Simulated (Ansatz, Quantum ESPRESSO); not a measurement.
# 1T-SnS2, 2 layers, AA stacking: the energy at a withheld member of a series

How the rows were computed: Quantum ESPRESSO 7.5, PBE-D3(BJ), GBRV ultrasoft. Cell and atoms are first relaxed with a D3(BJ) correction; each strained cell is then held and the atoms relax in it. A periodic run with 15 Å of vacuum in the starting cell gives the vacuum levels, and bands follow along a path. The series steps biaxial strain. Energies count from the lowest.

```tsv
biaxial strain	energy (eV)
-4 %	0.2946
-3 %	0.1735
-2 %	0.0857
-1 %	0.0295
0 %	0.0010
1 %	0.0000
2 %	0.0217
3 %	0.0666
```

One more run was made and is withheld. What is the energy at 4 %?

By hand: The rows at 2 % and 3 % give a slope of (0.0666 − (0.0217))/(3 − (2)) = 0.0449, so a straight line gives 0.1115 eV. A parabola through these and the row at 1 % gives 0.1347 eV.

**The withheld run.** 0.1323 eV. The line misses by −0.0208 and the parabola by +0.0024 eV. The parabola does better.

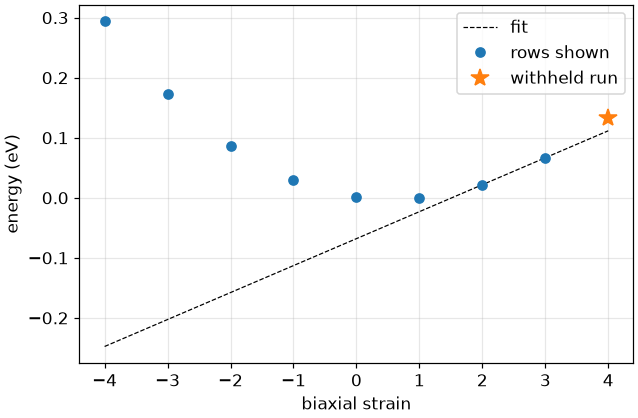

The rows shown, the fit and the withheld run.

**Limits.** Semilocal gaps are too small; the 1×1 cell can't ripple over many cells under compression as a free sheet would. No spin-orbit coupling.

[Logs are printed without paths, hosts, clocks, repeated set-up lines and the standing remarks that a program may print on its own settings, such as how far it seeks lower states.]
